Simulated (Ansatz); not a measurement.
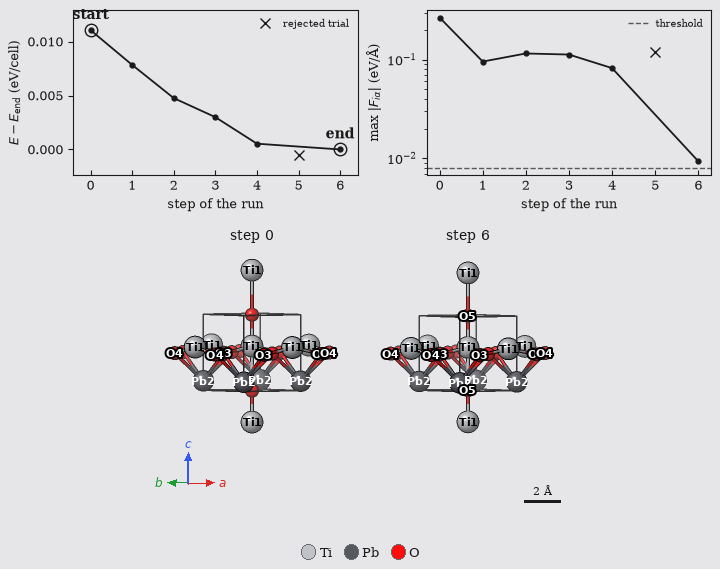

First and last geometry of a relaxation of solid TiPbO$_{3}$ (set up in P4mm), with the history of the run. Style: ball-and-stick. Shown: the cell of the calculation, from a free direction.

Case: biaxial strain in the a-b plane of +1.0 %; c and atoms relaxed.

Computed with DFT PBEsol, scalar-relativistic, plane waves, PAW (Ansatz 0.2.0).

The input:
```yaml
crystal:
  lattice:
    - [3.8975370119, 0.0, 0.0]
    - [0.0, 3.8975370119, 0.0]
    - [0.0, 0.0, 4.2422674506]
  atoms:
    - { symbol: Ti, position: [0.5, 0.5, 0.5830608239] }
    - { symbol: Pb, position: [0.0, 0.0, 0.123408145] }
    - { symbol: O, position: [0.0, 0.5, 0.4940329011] }
    - { symbol: O, position: [0.5, 0.0, 0.4940329011] }
    - { symbol: O, position: [0.5, 0.5, 0.9956652388] }
basis:
  ecutwfc: 420
kpoints:
  mp_grid: { grid: [8, 8, 6] }
hamiltonian:
  xc: pbesol
scf:
  occupations: { method: gaussian, width: 0.02 }
output:
  forces: true
  stress: true
  eigenvalues: true
relax:
  adjacent_minimum: "off"
  f_tol: 0.008
  max_steps: 40
  cell: { stress_tol: 0.015, fix: [a, b, gamma] }
```

Run as
```bash
ansatz run input.yaml --threads 1 --pin off --max-ram 2560MiB --backend cpu --events-out ev --progress --plain --runs-dir out
```

Read the history and describe the run.

Answer. The run was cut off at its time limit before the relaxation converged, so the last structure is only a point on the way. The largest moves relative to the cell, 0.026 Å, are those of Ti1 and O5. O5 goes along +c. By element the largest moves are O 0.026 Å, Ti 0.026 Å, Pb 0.025 Å. The volume changes by −1.9 %, with a = b unchanged at 3.898 Å, c 4.242 → 4.160 Å (−1.9 %). Near-neighbour distances that change, for instance: Ti1–O5 2.492 → 2.392 Å, Ti1–O5 (another image) 1.750 → 1.768 Å, Ti1–O3 1.985 → 1.977 Å, Pb2–O3 2.504 → 2.508 Å. Among the angles between lasting bonds that change: Ti1–O3–Ti1 158.1° → 160.7°, O3–Ti1–O3 158.1° → 160.7°. The space group stays P4mm (No. 99). Over 5 accepted moves (6 points after the start) the energy falls by 11.1 meV per cell of the calculation. Largest force component: 0.27 eV/Å at the start, 0.0093 eV/Å at the end. Pressure: −2.33 GPa at the start and −1.00 GPa at the end. The line search rejected the trial step at point 5 of the run. Cost: 5.6 min on 1 thread of AMD EPYC 7571 (shared host), peak memory 0.48 GiB.
